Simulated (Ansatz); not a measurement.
## Zn86Mg10O96: single-point calculation (part 3 of 4)

The same run, continued: Zn86Mg10O96 (192 atoms in the cell); DFT, HSE06 with spin-orbit coupling, PAW, plane waves (Ansatz 0.2.0); cutoff 420 eV, 1×1×1 k-mesh, Fermi–Dirac smearing of 0.01 eV. The structure was built on a prototype by a generator; it need not be a known phase.

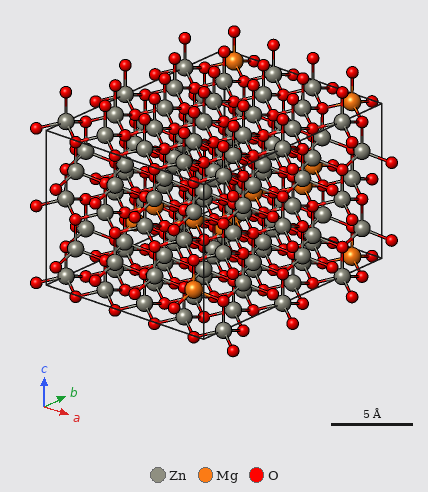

**Figure 1.** The input geometry (ball-and-stick view of the cell of the calculation, seen at an oblique angle; bonded neighbours outside the cell are drawn too).

What the program printed, continued
```
  site 50: m = (+0.0000, +0.0000, +0.0000) μB, |m| = 0.0000 μB  (R = 0.81 Å)
  site 51: m = (+0.0000, +0.0000, +0.0000) μB, |m| = 0.0000 μB  (R = 0.81 Å)
  site 52: m = (+0.0000, +0.0000, +0.0000) μB, |m| = 0.0000 μB  (R = 0.81 Å)
  site 53: m = (+0.0000, +0.0000, +0.0000) μB, |m| = 0.0000 μB  (R = 0.81 Å)
  site 54: m = (+0.0000, +0.0000, +0.0000) μB, |m| = 0.0000 μB  (R = 0.81 Å)
  site 55: m = (+0.0000, +0.0000, +0.0000) μB, |m| = 0.0000 μB  (R = 0.81 Å)
  site 56: m = (+0.0000, +0.0000, +0.0000) μB, |m| = 0.0000 μB  (R = 0.81 Å)
  site 57: m = (+0.0000, +0.0000, +0.0000) μB, |m| = 0.0000 μB  (R = 0.81 Å)
  site 58: m = (+0.0000, +0.0000, +0.0000) μB, |m| = 0.0000 μB  (R = 0.81 Å)
  site 59: m = (+0.0000, +0.0000, +0.0000) μB, |m| = 0.0000 μB  (R = 0.81 Å)
  site 60: m = (+0.0000, +0.0000, +0.0000) μB, |m| = 0.0000 μB  (R = 0.81 Å)
  site 61: m = (+0.0000, +0.0000, +0.0000) μB, |m| = 0.0000 μB  (R = 0.81 Å)
  site 62: m = (+0.0000, +0.0000, +0.0000) μB, |m| = 0.0000 μB  (R = 0.81 Å)
  site 63: m = (+0.0000, +0.0000, +0.0000) μB, |m| = 0.0000 μB  (R = 0.81 Å)
  site 64: m = (+0.0000, +0.0000, +0.0000) μB, |m| = 0.0000 μB  (R = 0.81 Å)
  site 65: m = (+0.0000, +0.0000, +0.0000) μB, |m| = 0.0000 μB  (R = 0.81 Å)
  site 66: m = (+0.0000, +0.0000, +0.0000) μB, |m| = 0.0000 μB  (R = 0.81 Å)
  site 67: m = (+0.0000, +0.0000, +0.0000) μB, |m| = 0.0000 μB  (R = 0.81 Å)
  site 68: m = (+0.0000, +0.0000, +0.0000) μB, |m| = 0.0000 μB  (R = 0.81 Å)
  site 69: m = (+0.0000, +0.0000, +0.0000) μB, |m| = 0.0000 μB  (R = 0.81 Å)
  site 70: m = (+0.0000, +0.0000, +0.0000) μB, |m| = 0.0000 μB  (R = 0.81 Å)
  site 71: m = (+0.0000, +0.0000, +0.0000) μB, |m| = 0.0000 μB  (R = 0.81 Å)
  site 72: m = (+0.0000, +0.0000, +0.0000) μB, |m| = 0.0000 μB  (R = 0.81 Å)
  site 73: m = (+0.0000, +0.0000, +0.0000) μB, |m| = 0.0000 μB  (R = 0.81 Å)
  site 74: m = (+0.0000, +0.0000, +0.0000) μB, |m| = 0.0000 μB  (R = 0.81 Å)
  site 75: m = (+0.0000, +0.0000, +0.0000) μB, |m| = 0.0000 μB  (R = 0.81 Å)
  site 76: m = (+0.0000, +0.0000, +0.0000) μB, |m| = 0.0000 μB  (R = 0.81 Å)
  site 77: m = (+0.0000, +0.0000, +0.0000) μB, |m| = 0.0000 μB  (R = 0.81 Å)
  site 78: m = (+0.0000, +0.0000, +0.0000) μB, |m| = 0.0000 μB  (R = 0.81 Å)
  site 79: m = (+0.0000, +0.0000, +0.0000) μB, |m| = 0.0000 μB  (R = 0.81 Å)
  site 80: m = (+0.0000, +0.0000, +0.0000) μB, |m| = 0.0000 μB  (R = 0.81 Å)
  site 81: m = (+0.0000, +0.0000, +0.0000) μB, |m| = 0.0000 μB  (R = 0.81 Å)
  site 82: m = (+0.0000, +0.0000, +0.0000) μB, |m| = 0.0000 μB  (R = 0.81 Å)
  site 83: m = (+0.0000, +0.0000, +0.0000) μB, |m| = 0.0000 μB  (R = 0.81 Å)
  site 84: m = (+0.0000, +0.0000, +0.0000) μB, |m| = 0.0000 μB  (R = 0.81 Å)
  site 85: m = (+0.0000, +0.0000, +0.0000) μB, |m| = 0.0000 μB  (R = 0.81 Å)
  site 86: m = (+0.0000, +0.0000, +0.0000) μB, |m| = 0.0000 μB  (R = 0.81 Å)
  site 87: m = (+0.0000, +0.0000, +0.0000) μB, |m| = 0.0000 μB  (R = 0.81 Å)
  site 88: m = (+0.0000, +0.0000, +0.0000) μB, |m| = 0.0000 μB  (R = 0.81 Å)
  site 89: m = (+0.0000, +0.0000, +0.0000) μB, |m| = 0.0000 μB  (R = 0.81 Å)
  site 90: m = (+0.0000, +0.0000, +0.0000) μB, |m| = 0.0000 μB  (R = 0.81 Å)
  site 91: m = (+0.0000, +0.0000, +0.0000) μB, |m| = 0.0000 μB  (R = 0.81 Å)
  site 92: m = (+0.0000, +0.0000, +0.0000) μB, |m| = 0.0000 μB  (R = 0.81 Å)
  site 93: m = (+0.0000, +0.0000, +0.0000) μB, |m| = 0.0000 μB  (R = 0.81 Å)
  site 94: m = (+0.0000, +0.0000, +0.0000) μB, |m| = 0.0000 μB  (R = 0.81 Å)
  site 95: m = (+0.0000, +0.0000, +0.0000) μB, |m| = 0.0000 μB  (R = 0.81 Å)
  site 96: m = (+0.0000, +0.0000, +0.0000) μB, |m| = 0.0000 μB  (R = 0.81 Å)
  site 97: m = (+0.0000, +0.0000, +0.0000) μB, |m| = 0.0000 μB  (R = 0.81 Å)
  site 98: m = (+0.0000, +0.0000, +0.0000) μB, |m| = 0.0000 μB  (R = 0.81 Å)
  site 99: m = (+0.0000, +0.0000, +0.0000) μB, |m| = 0.0000 μB  (R = 0.81 Å)
  site 100: m = (+0.0000, +0.0000, +0.0000) μB, |m| = 0.0000 μB  (R = 0.81 Å)
  site 101: m = (+0.0000, +0.0000, +0.0000) μB, |m| = 0.0000 μB  (R = 0.81 Å)
  site 102: m = (+0.0000, +0.0000, +0.0000) μB, |m| = 0.0000 μB  (R = 0.81 Å)
  site 103: m = (+0.0000, +0.0000, +0.0000) μB, |m| = 0.0000 μB  (R = 0.81 Å)
  site 104: m = (+0.0000, +0.0000, +0.0000) μB, |m| = 0.0000 μB  (R = 0.81 Å)
  site 105: m = (+0.0000, +0.0000, +0.0000) μB, |m| = 0.0000 μB  (R = 0.81 Å)
  site 106: m = (+0.0000, +0.0000, +0.0000) μB, |m| = 0.0000 μB  (R = 0.81 Å)
  site 107: m = (+0.0000, +0.0000, +0.0000) μB, |m| = 0.0000 μB  (R = 0.81 Å)
  site 108: m = (+0.0000, +0.0000, +0.0000) μB, |m| = 0.0000 μB  (R = 0.81 Å)
  site 109: m = (+0.0000, +0.0000, +0.0000) μB, |m| = 0.0000 μB  (R = 0.81 Å)
  site 110: m = (+0.0000, +0.0000, +0.0000) μB, |m| = 0.0000 μB  (R = 0.81 Å)
  site 111: m = (+0.0000, +0.0000, +0.0000) μB, |m| = 0.0000 μB  (R = 0.81 Å)
  site 112: m = (+0.0000, +0.0000, +0.0000) μB, |m| = 0.0000 μB  (R = 0.81 Å)
  site 113: m = (+0.0000, +0.0000, +0.0000) μB, |m| = 0.0000 μB  (R = 0.81 Å)
  site 114: m = (+0.0000, +0.0000, +0.0000) μB, |m| = 0.0000 μB  (R = 0.81 Å)
  site 115: m = (+0.0000, +0.0000, +0.0000) μB, |m| = 0.0000 μB  (R = 0.81 Å)
  site 116: m = (+0.0000, +0.0000, +0.0000) μB, |m| = 0.0000 μB  (R = 0.81 Å)
  site 117: m = (+0.0000, +0.0000, +0.0000) μB, |m| = 0.0000 μB  (R = 0.81 Å)
  site 118: m = (+0.0000, +0.0000, +0.0000) μB, |m| = 0.0000 μB  (R = 0.81 Å)
  site 119: m = (+0.0000, +0.0000, +0.0000) μB, |m| = 0.0000 μB  (R = 0.81 Å)
  site 120: m = (+0.0000, +0.0000, +0.0000) μB, |m| = 0.0000 μB  (R = 0.81 Å)
  site 121: m = (+0.0000, +0.0000, +0.0000) μB, |m| = 0.0000 μB  (R = 0.81 Å)
  site 122: m = (+0.0000, +0.0000, +0.0000) μB, |m| = 0.0000 μB  (R = 0.81 Å)
  site 123: m = (+0.0000, +0.0000, +0.0000) μB, |m| = 0.0000 μB  (R = 0.81 Å)
  site 124: m = (+0.0000, +0.0000, +0.0000) μB, |m| = 0.0000 μB  (R = 0.81 Å)
  site 125: m = (+0.0000, +0.0000, +0.0000) μB, |m| = 0.0000 μB  (R = 0.81 Å)
  site 126: m = (+0.0000, +0.0000, +0.0000) μB, |m| = 0.0000 μB  (R = 0.81 Å)
  site 127: m = (+0.0000, +0.0000, +0.0000) μB, |m| = 0.0000 μB  (R = 0.81 Å)
  site 128: m = (+0.0000, +0.0000, +0.0000) μB, |m| = 0.0000 μB  (R = 0.81 Å)
  site 129: m = (+0.0000, +0.0000, +0.0000) μB, |m| = 0.0000 μB  (R = 0.81 Å)
  site 130: m = (+0.0000, +0.0000, +0.0000) μB, |m| = 0.0000 μB  (R = 0.81 Å)
  site 131: m = (+0.0000, +0.0000, +0.0000) μB, |m| = 0.0000 μB  (R = 0.81 Å)
  site 132: m = (+0.0000, +0.0000, +0.0000) μB, |m| = 0.0000 μB  (R = 0.81 Å)
  site 133: m = (+0.0000, +0.0000, +0.0000) μB, |m| = 0.0000 μB  (R = 0.81 Å)
  site 134: m = (+0.0000, +0.0000, +0.0000) μB, |m| = 0.0000 μB  (R = 0.81 Å)
  site 135: m = (+0.0000, +0.0000, +0.0000) μB, |m| = 0.0000 μB  (R = 0.81 Å)
  site 136: m = (+0.0000, +0.0000, +0.0000) μB, |m| = 0.0000 μB  (R = 0.81 Å)
  site 137: m = (+0.0000, +0.0000, +0.0000) μB, |m| = 0.0000 μB  (R = 0.81 Å)
  site 138: m = (+0.0000, +0.0000, +0.0000) μB, |m| = 0.0000 μB  (R = 0.81 Å)
  site 139: m = (+0.0000, +0.0000, +0.0000) μB, |m| = 0.0000 μB  (R = 0.81 Å)
  site 140: m = (+0.0000, +0.0000, +0.0000) μB, |m| = 0.0000 μB  (R = 0.81 Å)
  site 141: m = (+0.0000, +0.0000, +0.0000) μB, |m| = 0.0000 μB  (R = 0.81 Å)
  site 142: m = (+0.0000, +0.0000, +0.0000) μB, |m| = 0.0000 μB  (R = 0.81 Å)
  site 143: m = (+0.0000, +0.0000, +0.0000) μB, |m| = 0.0000 μB  (R = 0.81 Å)
  site 144: m = (+0.0000, +0.0000, +0.0000) μB, |m| = 0.0000 μB  (R = 0.81 Å)
  site 145: m = (+0.0000, +0.0000, +0.0000) μB, |m| = 0.0000 μB  (R = 0.81 Å)
  site 146: m = (+0.0000, +0.0000, +0.0000) μB, |m| = 0.0000 μB  (R = 0.81 Å)
  site 147: m = (+0.0000, +0.0000, +0.0000) μB, |m| = 0.0000 μB  (R = 0.81 Å)
  site 148: m = (+0.0000, +0.0000, +0.0000) μB, |m| = 0.0000 μB  (R = 0.81 Å)
  site 149: m = (+0.0000, +0.0000, +0.0000) μB, |m| = 0.0000 μB  (R = 0.81 Å)
  site 150: m = (+0.0000, +0.0000, +0.0000) μB, |m| = 0.0000 μB  (R = 0.81 Å)
  site 151: m = (+0.0000, +0.0000, +0.0000) μB, |m| = 0.0000 μB  (R = 0.81 Å)
  site 152: m = (+0.0000, +0.0000, +0.0000) μB, |m| = 0.0000 μB  (R = 0.81 Å)
  site 153: m = (+0.0000, +0.0000, +0.0000) μB, |m| = 0.0000 μB  (R = 0.81 Å)
  site 154: m = (+0.0000, +0.0000, +0.0000) μB, |m| = 0.0000 μB  (R = 0.81 Å)
  site 155: m = (+0.0000, +0.0000, +0.0000) μB, |m| = 0.0000 μB  (R = 0.81 Å)
  site 156: m = (+0.0000, +0.0000, +0.0000) μB, |m| = 0.0000 μB  (R = 0.81 Å)
  site 157: m = (+0.0000, +0.0000, +0.0000) μB, |m| = 0.0000 μB  (R = 0.81 Å)
  site 158: m = (+0.0000, +0.0000, +0.0000) μB, |m| = 0.0000 μB  (R = 0.81 Å)
  site 159: m = (+0.0000, +0.0000, +0.0000) μB, |m| = 0.0000 μB  (R = 0.81 Å)
  site 160: m = (+0.0000, +0.0000, +0.0000) μB, |m| = 0.0000 μB  (R = 0.81 Å)
  site 161: m = (+0.0000, +0.0000, +0.0000) μB, |m| = 0.0000 μB  (R = 0.81 Å)
  site 162: m = (+0.0000, +0.0000, +0.0000) μB, |m| = 0.0000 μB  (R = 0.81 Å)
  site 163: m = (+0.0000, +0.0000, +0.0000) μB, |m| = 0.0000 μB  (R = 0.81 Å)
  site 164: m = (+0.0000, +0.0000, +0.0000) μB, |m| = 0.0000 μB  (R = 0.81 Å)
  site 165: m = (+0.0000, +0.0000, +0.0000) μB, |m| = 0.0000 μB  (R = 0.81 Å)
  site 166: m = (+0.0000, +0.0000, +0.0000) μB, |m| = 0.0000 μB  (R = 0.81 Å)
  site 167: m = (+0.0000, +0.0000, +0.0000) μB, |m| = 0.0000 μB  (R = 0.81 Å)
  site 168: m = (+0.0000, +0.0000, +0.0000) μB, |m| = 0.0000 μB  (R = 0.81 Å)
  site 169: m = (+0.0000, +0.0000, +0.0000) μB, |m| = 0.0000 μB  (R = 0.81 Å)
  site 170: m = (+0.0000, +0.0000, +0.0000) μB, |m| = 0.0000 μB  (R = 0.81 Å)
  site 171: m = (+0.0000, +0.0000, +0.0000) μB, |m| = 0.0000 μB  (R = 0.81 Å)
  site 172: m = (+0.0000, +0.0000, +0.0000) μB, |m| = 0.0000 μB  (R = 0.81 Å)
  site 173: m = (+0.0000, +0.0000, +0.0000) μB, |m| = 0.0000 μB  (R = 0.81 Å)
  site 174: m = (+0.0000, +0.0000, +0.0000) μB, |m| = 0.0000 μB  (R = 0.81 Å)
  site 175: m = (+0.0000, +0.0000, +0.0000) μB, |m| = 0.0000 μB  (R = 0.81 Å)
  site 176: m = (+0.0000, +0.0000, +0.0000) μB, |m| = 0.0000 μB  (R = 0.81 Å)
  site 177: m = (+0.0000, +0.0000, +0.0000) μB, |m| = 0.0000 μB  (R = 0.81 Å)
  site 178: m = (+0.0000, +0.0000, +0.0000) μB, |m| = 0.0000 μB  (R = 0.81 Å)
  site 179: m = (+0.0000, +0.0000, +0.0000) μB, |m| = 0.0000 μB  (R = 0.81 Å)
  site 180: m = (+0.0000, +0.0000, +0.0000) μB, |m| = 0.0000 μB  (R = 0.81 Å)
  site 181: m = (+0.0000, +0.0000, +0.0000) μB, |m| = 0.0000 μB  (R = 0.81 Å)
  site 182: m = (+0.0000, +0.0000, +0.0000) μB, |m| = 0.0000 μB  (R = 0.81 Å)
  site 183: m = (+0.0000, +0.0000, +0.0000) μB, |m| = 0.0000 μB  (R = 0.81 Å)
  site 184: m = (+0.0000, +0.0000, +0.0000) μB, |m| = 0.0000 μB  (R = 0.81 Å)
  site 185: m = (+0.0000, +0.0000, +0.0000) μB, |m| = 0.0000 μB  (R = 0.81 Å)
  site 186: m = (+0.0000, +0.0000, +0.0000) μB, |m| = 0.0000 μB  (R = 0.81 Å)
  site 187: m = (+0.0000, +0.0000, +0.0000) μB, |m| = 0.0000 μB  (R = 0.81 Å)
  site 188: m = (+0.0000, +0.0000, +0.0000) μB, |m| = 0.0000 μB  (R = 0.81 Å)
  site 189: m = (+0.0000, +0.0000, +0.0000) μB, |m| = 0.0000 μB  (R = 0.81 Å)
  site 190: m = (+0.0000, +0.0000, +0.0000) μB, |m| = 0.0000 μB  (R = 0.81 Å)
  site 191: m = (+0.0000, +0.0000, +0.0000) μB, |m| = 0.0000 μB  (R = 0.81 Å)
Free energy (F): -359152.206320 eV
Harris-Foulkes:  -359152.206320 eV  (|F-HF|=6.64e-8)
Internal energy: -359152.206320 eV  (E = F + TS)
E sigma→0 (E₀):  -359152.206320 eV
Fermi energy:    7.260762 eV
--- Per-component energies (eV) ---
  E_band       = -4011.345425
  E_kinetic    = 28948.361767
  E_local      = -191450.126896  (includes V_loc(G=0)·N_el)
  E_nonlocal   = 59105.907853
  E_hartree    = 78190.766952
  E_xc         = -15213.822591
  E_vxc        = -10999.107217  (∫ρ·V_xc dr)
  E_exx        = -5993.069176  (= α·E_x^exact, valence–valence)
  E_paw        = -173828.512576  (= ΣΔE_a)
  E_vpaw       = -34011.951282  (= ΣTr[D̂ρ^β])
  E_aug_tail   = 0.204043  (compensation charges beyond the density's cutoff)
  E_ewald      = -138964.173640
  E_core_change = 52.258188  (= ΣΔE_core)
  E_smearing   = -0.000000  (= −TS)
  E_closure    = -0.000245  (closes the sum)
  Σ components = -359152.206320   (vs F -359152.206320, Δ=0.00e0)
```
